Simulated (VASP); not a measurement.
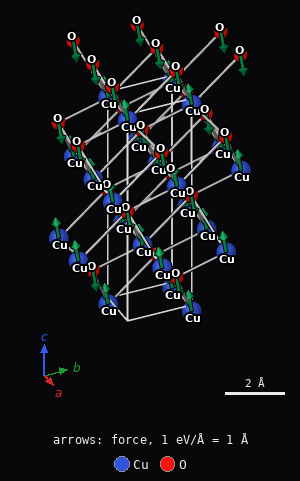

Starting geometry of solid CuO (set up in P1) with the computed forces as green arrows. The picture is a ball-and-stick view of the larger cell on standard axes (3 times the calculation's cell), seen slightly off an axis.

The run lets cell and atoms move.

Computed with VASP, Kohn-Sham DFT of a periodic cell, PBEsol, VASP PAW PBE potentials, recommended.

Input file:
```
SYSTEM = CuO
ALGO = Fast ; EDIFF = 1E-7
EDIFFG = -0.01 ; ENCUT = 600
GGA = PS ; IBRION = 2
ISIF = 3 ; ISMEAR = -1
LASPH = .TRUE. ; LCHARG = .FALSE.
LREAL = .FALSE. ; LWAVE = .FALSE.
NELM = 80 ; NSW = 40
PREC = Accurate ; PSTRESS = 300
SIGMA = 0.05
```

Run as
```bash
cat potpaw_PBE.64/Cu/POTCAR potpaw_PBE.64/O/POTCAR > POTCAR
mpirun -np 1 vasp_std > vasp.out
```

Question: What follows when this structure is relaxed?

Answer: It isn't relaxed: the largest force vector, on Cu atoms, is 0.86 eV/Å. The atoms end up moving mostly along the starting forces (cosine between the two patterns 0.99). The largest moves relative to the cell, 0.21 Å, are those of Cu and O atoms. Largest moves by element: O 0.21 Å, Cu 0.21 Å. The volume changes by −14.1 %, with a 2.993 → 2.845 Å (−5.0 %), b 2.993 → 2.846 Å (−4.9 %), c 7.332 → 6.968 Å (−5.0 %). Some distances before and after: Cu–O 2.409 → 2.012 Å, Cu–O 1.881 → 2.011 Å, Cu–O 1.911 → 2.012 Å. Among the angles between lasting bonds that change: O–Cu–O 159.5° → 180.0°, Cu–O–Cu 159.5° → 180.0°, O–Cu–O 160.4° → 180.0°. Within 0.06 Å the space group is R3m at the start and Fm-3m at the end; at a tighter tolerance small leftover displacements or strains of the cell lower it. The energy falls by 118 meV per atom in 22 geometry steps. With the target pressure of 30 GPa, the enthalpy E + pV changes by −369 meV per atom. Largest force component: 0.58 eV/Å at the start, 0.0031 eV/Å at the end. Pressure: 10.14 GPa at the start and 30.15 GPa at the end. The volume changes by over a tenth within one run on a fixed set of plane waves, so the end point should be relaxed again from the new cell.

Limits of the set-up: an element that often carries a moment was run without spin polarisation; layers or molecules are held without a dispersion correction, so their spacing is unreliable.
